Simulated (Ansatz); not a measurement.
## Energy of ZnCu along a shift of atoms along one path

System: ZnCu (2 atoms in the cell).
Method: DFT LDA, scalar-relativistic, plane waves, PAW, no spin polarisation (Ansatz 0.2.0).

The 6 runs differ only in the geometry, by a shift of atoms along one path in a fixed cell. The shift s is measured from run 4: Zn1 moves along the Cartesian direction (−0.58, −0.58, −0.58). The structure derives from an entry of the Crystallography Open Database.

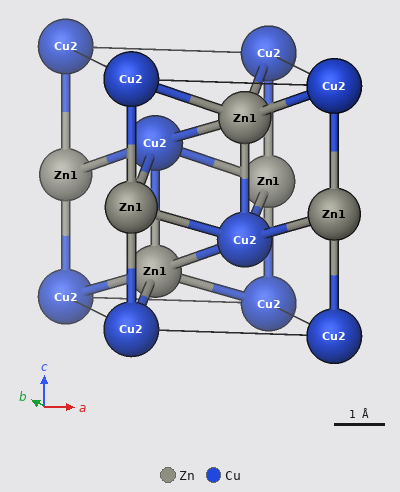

Figure 1. The structure of run 4 (ball-and-stick view of the cell 3 times as large as that of the calculation, set on its symmetry axes, seen slightly off an axis; atoms are numbered from 1 in the order of the input).

## Input of run 4
```yaml
crystal:
  lattice:
    - [2.945, 0.0, 0.0]
    - [0.0, 2.945, 0.0]
    - [0.0, 0.0, 2.945]
  atoms:
    - { symbol: Zn, position: [0.4877472354, 0.4877472354, 0.4877472354] }
    - { symbol: Cu, position: [0.0, 0.0, 0.0] }
basis:
  ecutwfc: 420
kpoints:
  mp_grid: { grid: [16, 16, 16] }
hamiltonian:
  xc: lda
scf:
  occupations: { method: gaussian, width: 0.15 }
output:
  forces: true
  stress: true
  eigenvalues: true
```

Run 3 differs from it as follows:
```diff
-    - { symbol: Zn, position: [0.4877472354, 0.4877472354, 0.4877472354] }
+    - { symbol: Zn, position: [0.4950988941, 0.4950988941, 0.4950988941] }
```

## Results, with one run withheld

| run | shift s of Zn1 (Å) | free energy per atom, from the lowest run given (meV) | pressure (GPa) | force along the path (eV/Å) |
| --- | --- | --- | --- | --- |
| 1 | −0.1625 | 7.41 | −9.33 | 0.400 |
| 2 | −0.1125 | 0.00 | −9.74 | 0.195 |
| 3 | −0.0375 | ? | ? | ? |
| 4 | 0.0000 | 1.38 | −9.66 | −0.245 |
| 5 | 0.0125 | 3.06 | −9.57 | −0.296 |
| 6 | 0.0250 | 5.07 | −9.46 | −0.347 |

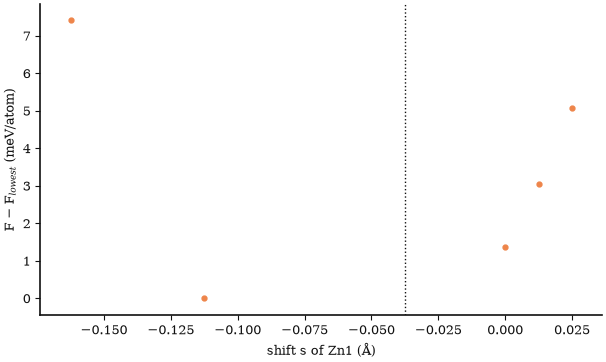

Figure 2. Free energy per atom of the runs given; the dotted line marks run 3.

Estimate the energy of run 3 from the others.

A cubic polynomial in the coordinate, fitted to the 5 runs given, misses them by at most 0.01 meV per atom. With x = s + 0.0475, it reads F = −2.2488 + 29.513 x + 985.59 x² − 12.016 x³ (meV per atom). At run 3 it gives −1.86 meV per atom, and the run itself gives −1.82. The slope of the fit gives a force −dF/ds of −0.098 eV/Å along the path (summed over the atoms that move), and the printed forces give −0.097 eV/Å. The fit has its minimum at s = −0.0625 Å.

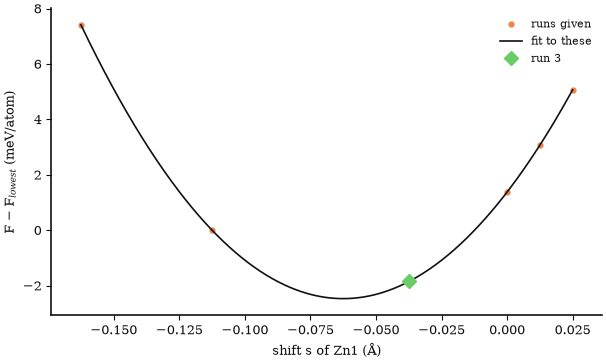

Figure 3. The fit and the withheld run.

## Output, shortened to warnings, some set-up lines, iterations and results (run 3)
```
Basis set: ecut = 420 eV, 485 PW (Γ)
Symmetry: 6 space group operations
k-points: 417 of 4096 (time reversal used)
Initial density: superposition of atomic densities (neutral atoms: chi_scale 0, normalization atom), corrected by the library's trained network
[...]
SCF iter   1: F=—  HF=-9802.134130 eV  |F-HF|=—  |Δ(HF+E_count)|=         —  Δρ=1.58e-2  dr2=2.86e-2  ethr=1.77e-3  ⟨swp⟩=5.0  Hψ=35263  notcnv=0
SCF iter   2: F=—  HF=-9802.127947 eV  |F-HF|=—  |Δ(HF+E_count)|=   6.18e-3  Δρ=3.08e-3  dr2=9.56e-4  ethr=9.23e-5  ⟨swp⟩=2.1  Hψ=14990  notcnv=0  defer=18
SCF iter   3: F=—  HF=-9802.127801 eV  |F-HF|=—  |Δ(HF+E_count)|=   1.46e-4  Δρ=1.53e-3  dr2=2.05e-4  ethr=3.08e-6  ⟨swp⟩=1.3  Hψ=8979  notcnv=0  defer=18
SCF iter   4: F=—  HF=-9802.127777 eV  |F-HF|=—  |Δ(HF+E_count)|=   2.40e-5  Δρ=3.00e-4  dr2=1.31e-5  ethr=6.60e-7  ⟨swp⟩=2.0  Hψ=10106  notcnv=0  defer=20
SCF iter   5: F=—  HF=-9802.127763 eV  |F-HF|=—  |Δ(HF+E_count)|=   1.45e-5  Δρ=7.64e-5  dr2=1.08e-6  ethr=4.24e-8  ⟨swp⟩=2.0  Hψ=12541  notcnv=0  defer=18
SCF iter   6: F=-9802.127762 eV  HF=-9802.127762 eV  |F-HF|=1.17e-9  |Δ(HF+E_count)|=   1.44e-7  Δρ=7.94e-6  dr2=8.17e-9  ethr=3.23e-10  ⟨swp⟩=6.4  Hψ=38093  notcnv=0
SCF 1 converged in 6 iterations: F = -9802.127762 eV  dr2 = 8.17e-9
SCF converged after 6 iterations
Free energy (F): -9802.127762 eV
Harris-Foulkes:  -9802.127762 eV  (|F-HF|=1.17e-9)
Internal energy: -9802.121078 eV  (E = F + TS)
E sigma→0 (E₀):  -9802.124420 eV
Entropy (-TS):   -0.006684 eV (-3.342 meV/atom)
Fermi energy:    14.075460 eV
--- Per-component energies (eV) ---
  E_band       = -328.016985
  E_kinetic    = 432.632291
  E_local      = -5798.890882  (includes V_loc(G=0)·N_el)
  E_nonlocal   = 1008.431057
  E_hartree    = 2523.501708
  E_xc         = -225.561797
  E_vxc        = -170.241841  (∫ρ·V_xc dr)
  E_paw        = -3347.460733  (= ΣΔE_a)
  E_vpaw       = -846.947073  (= ΣTr[D̂ρ^β])
  E_aug_tail   = -0.000094  (compensation charges beyond the density's cutoff)
  E_ewald      = -4396.779430
  E_core_change = 2.006801  (= ΣΔE_core)
  E_smearing   = -0.006684  (= −TS)
  E_closure    = -0.000000  (closes the sum)
  Σ components = -9802.127762   (vs F -9802.127762, Δ=0.00e0)
--- Forces (eV/Å), atoms counted from 1 ---
  atom   1  Zn     0.05601773     0.05601773     0.05601773
  atom   2  Cu    -0.05600079    -0.05600079    -0.05600079
  max |Σ_I F_I| component: 1.69e-5 eV/Å
--- Stress (GPa, compression-positive) ---
       -9.839253       0.022340       0.022340
        0.022340      -9.839253       0.022340
        0.022340       0.022340      -9.839253
  P = ⅓ Tr σ = -9.8393 GPa (-98.393 kbar)
```
